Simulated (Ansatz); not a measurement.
Consider CuI.

Input

```
crystal:
  lattice:
    - [0.0, 2.8897616915, 2.8897616915]
    - [2.8897616915, 0.0, 2.8897616915]
    - [2.8897616915, 2.8897616915, 0.0]
  atoms:
    - { symbol: Cu, position: [0.25, 0.25, 0.25] }
    - { symbol: I, position: [0.0, 0.0, 0.0] }
basis:
  ecutwfc: 420
kpoints:
  mp_grid: { grid: [8, 8, 8] }
hamiltonian:
  xc: pbesol
scf:
  occupations: { method: fixed }
output:
  forces: true
  stress: true
  eigenvalues: true
  write_density: true
  write_potential: true
  elf: true
  volumetric_format: npy
relax:
  adjacent_minimum: "off"
  f_tol: 0.001
  max_steps: 60
  cell: { stress_tol: 0.02, p_target: 15.0 }
```

Run with:

```sh
ansatz run input.yaml --threads 2 --pin off --max-ram 5120MiB --backend cpu --events-out ev --progress --plain --runs-dir out
```

Below, planes, directions and counts refer to the conventional cell (a = 5.58 Å, b = 5.58 Å, c = 5.58 Å, α = 90.00°, β = 90.00°, γ = 90.00°).

The fields are those of the run's last geometry, not of the input's.

Space group F-43m; computed pressure about 15 GPa in this cell; computed without spin polarisation.

All numbers below come from Ansatz 0.2.0, DFT PBEsol, scalar-relativistic, plane waves, PAW.

Predict the valence pseudo-density and electron localisation function between the atoms.

Cu–I (2.42 Å): ρ at the midpoint is about 0.58 e/Å³; the ELF is about 0.55 at the midpoint.

Does the calculation make it a metal, or give it a gap?

It is gapped, with a Kohn–Sham gap of 1.8 eV on the k-point mesh (the band edges may lie off the mesh, which would make the gap smaller).

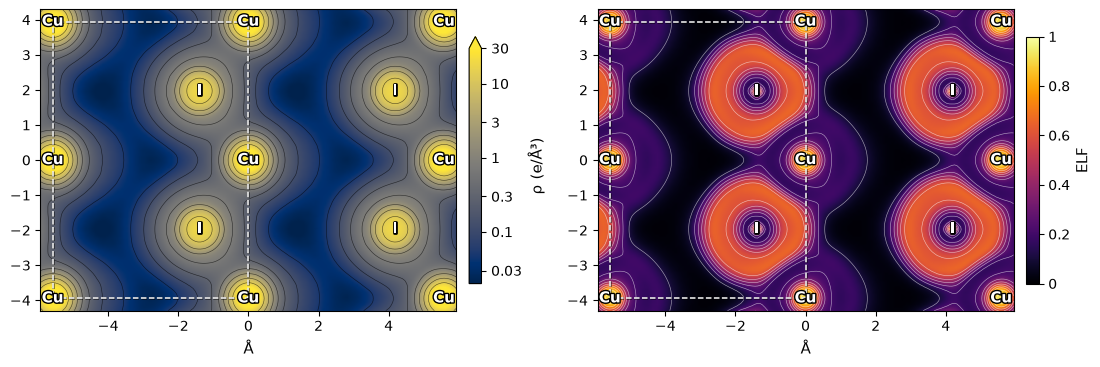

Computed valence pseudo-density and electron localisation function on the (101) plane of the conventional cell, in this order. 

Core electrons are frozen (PAW), and the valence fields are smoothed inside the atomic spheres.
